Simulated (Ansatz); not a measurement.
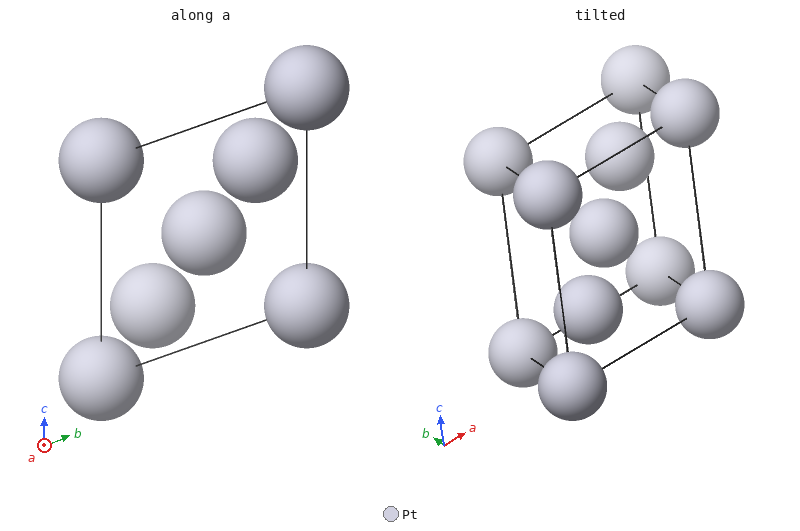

Crystal structure, spheres-only style, seen along the a axis and slightly off an axis. The parallelepiped is the simulation cell.

Input deck:
```yaml
crystal:
  lattice:
    - [0.0, -3.1628920897, 3.1628920897]
    - [3.1628920897, -3.1628920897, 0.0]
    - [3.1628920897, 0.0, 3.1628920897]
  atoms:
    - { symbol: Pt, position: [0.0, 0.0, 0.0] }
    - { symbol: Pt, position: [0.25, 0.25, 0.25] }
    - { symbol: Pt, position: [0.5, 0.5, 0.5] }
    - { symbol: Pt, position: [0.75, 0.75, 0.75] }
basis:
  ecutwfc: 420
kpoints:
  mp_grid: { grid: [10, 10, 10] }
hamiltonian:
  xc: pbe
scf:
  occupations: { method: gaussian, width: 0.15 }
output:
  forces: true
  stress: true
  eigenvalues: true
  write_density: true
  write_potential: true
  elf: true
  volumetric_format: npy
```
Run as:
```sh
ansatz run input.yaml --threads 1 --pin off --max-ram 2560MiB --backend cpu --events-out ev --progress --plain --runs-dir out
```

Electronic-structure method: DFT PBE, scalar-relativistic, plane waves, PAW (Ansatz). Parameters: a cutoff energy of 420 eV, k-grid 10×10×10, Gaussian smearing of 0.15 eV, no spin polarisation.

Metal or not?

A metal: bands cross the Fermi level.

What is the computed pressure?

The computed pressure is 0.2 GPa (compressed: it would expand).

Source of the structure: a structure listed in the Materials Project. Earlier steps of the study may have refined or changed the cell and positions. A calculation with Ansatz used it as input.
